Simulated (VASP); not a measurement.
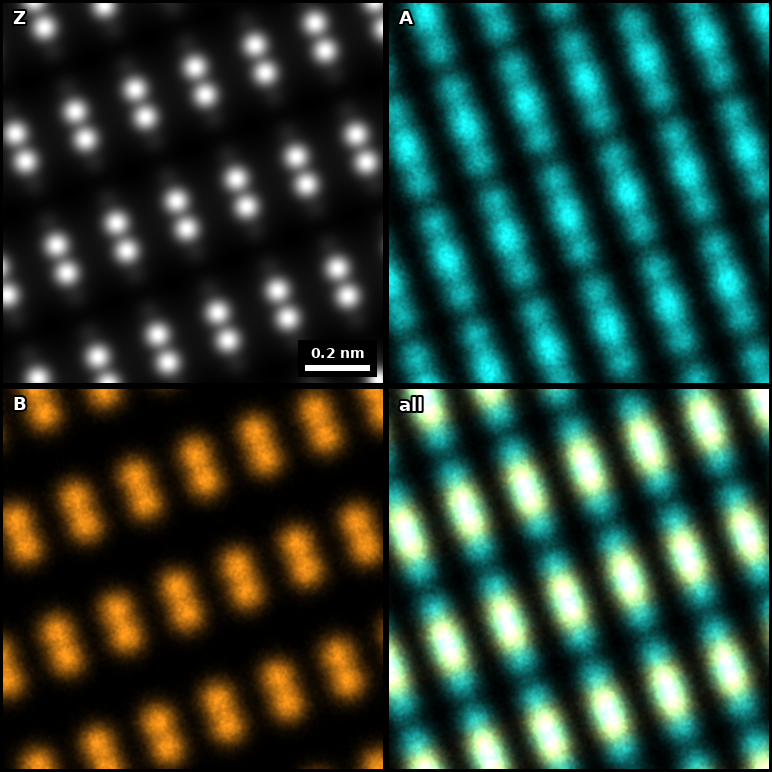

SnO2 (I4_1/amd, No. 141) along [101]. Panel Z: Simulation: incoherent imaging, intensity Z^1.8 per atom, probe width 0.53 Å, thin sample. The probe carries 15 % of its weight in a tail 2.5 times as wide. The display is stretched by a gamma of 0.65; percentages refer to the linear signal. The other panels are simulated element maps (the number of atoms of one element along the beam, blurred by 0.9 Å, with counting noise; each on its own scale, no channelling); the last overlays them. Model: the geometry relaxed with VASP Kohn-Sham DFT of a periodic cell, PBE, VASP PAW PBE potentials, recommended in VASP.

```cif
data_structure
_symmetry_space_group_name_H-M 'I4_1/amd:1'
_symmetry_Int_Tables_number 141
_cell_length_a 4.0553
_cell_length_b 4.0553
_cell_length_c 10.3736
_cell_angle_alpha 90.000
_cell_angle_beta 90.000
_cell_angle_gamma 90.000
_cell_volume 170.60
loop_
_atom_site_label
_atom_site_type_symbol
_atom_site_symmetry_multiplicity
_atom_site_Wyckoff_symbol
_atom_site_fract_x
_atom_site_fract_y
_atom_site_fract_z
_atom_site_occupancy
Sn1 Sn 4 a 0.00000 0.00000 0.00000 1
O1 O 8 e 0.00000 0.50000 0.04751 1
```

Q: Which element does each lettered map show?

A: O, B: Sn. The projected cell (2.03 × 3.78 Å, 90°) holds 4 columns: 2 of Sn + O and 2 of O. Columns shared by several elements: Sn + O.
